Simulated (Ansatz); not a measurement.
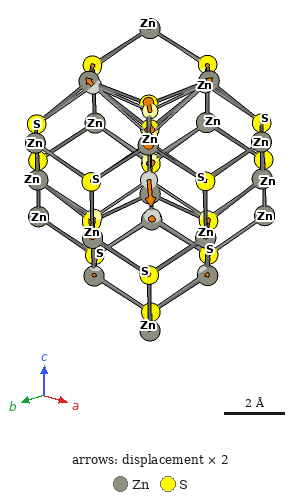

This is a relaxation of a defect cell of composition Zn₃₂S₃₃. The starting structure is drawn faded, the final one solid; orange arrows show the displacements, 2 times their true length.

Style: ball-and-stick. Shown: the atoms within 5.8 Å of the atom that moves most (axes of the cell of the calculation (origin shifted)), from a free direction.

Computed with Ansatz 0.2.0, DFT, PBEsol, PAW, plane waves. Set-up: plane-wave cutoff 420 eV; k-point mesh 1 × 1 × 1; mesh shifted by (0.25, 0.25, 0.25); no spin polarisation; atoms relaxed in a fixed cell; force threshold 0.03 eV/Å; at most 80 steps.

Question: What happened in the run?

Answer: After 7 geometry steps the energy has fallen by 14.665 eV per cell of the calculation. Largest force component: 32 eV/Å at the start, 0.0059 eV/Å at the end. The largest moves, 0.50 Å, are those of Zn and S atoms. Largest moves by element: Zn 0.50 Å, S 0.50 Å. The cell doesn't change. Some distances before and after: S–Zn 1.558 → 2.275 Å, S–Zn 1.521 → 2.199 Å, S–S 2.358 → 2.090 Å, S–Zn 2.596 → 2.405 Å. Among the angles between lasting bonds that change: Zn–S–Zn 94.0° → 113.5°, Zn–S–Zn 109.2° → 97.2°, S–Zn–S 108.9° → 120.4°. Cost: 12 s on 1 × NVIDIA GB300 Max-Q with 8 threads of Arm Neoverse-V2, peak memory 2 GiB.
